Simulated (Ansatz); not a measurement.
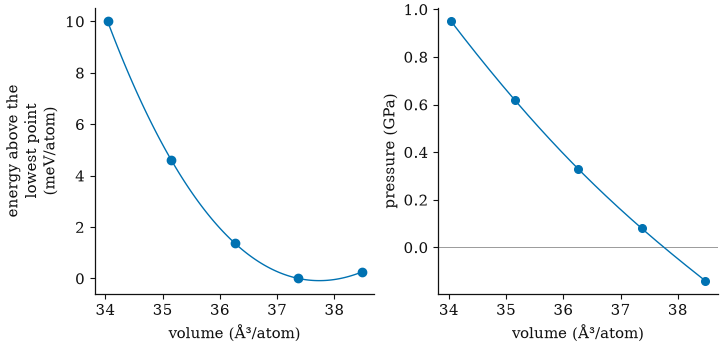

The plot gives the computed energy above the lowest point and pressure against volume for Na, space group Im-3m (No. 229) (one of a set of cubic test structures, which need not be the stable phase).

Method: equation of state of a cubic crystal from periodic Kohn-Sham density functional theory without spin, third-order Birch-Murnaghan fit to the free energies; pressure corrected for the finite basis (Ansatz 0.2.0 development build). Level: r2SCAN.

```tsv
setting	value
structure type	bcc
atoms in cell	1
space group number	229
lattice centring	body-centred primitive
k mesh	12×12×12
occupation method	Fermi–Dirac
occupation width	0.1 eV
wave cutoff	700 eV
datasets	hand-made PAW
density tolerance	1e-09 eV
bands	9
density cutoff ratio	5
search for lower states	default
xc grid level	2
```

> What equilibrium volume and bulk modulus follow from the curve?

A third-order Birch–Murnaghan fit gives V0 = 37.74 Å³/atom, B0 = 7.6 GPa and B′ = 3.7.

> What does the pressure do across the range?

It falls from 0.95 GPa at volume 34.04 Å³/atom to −0.14 GPa at 38.48 Å³/atom, and changes sign near 37.8 Å³/atom.
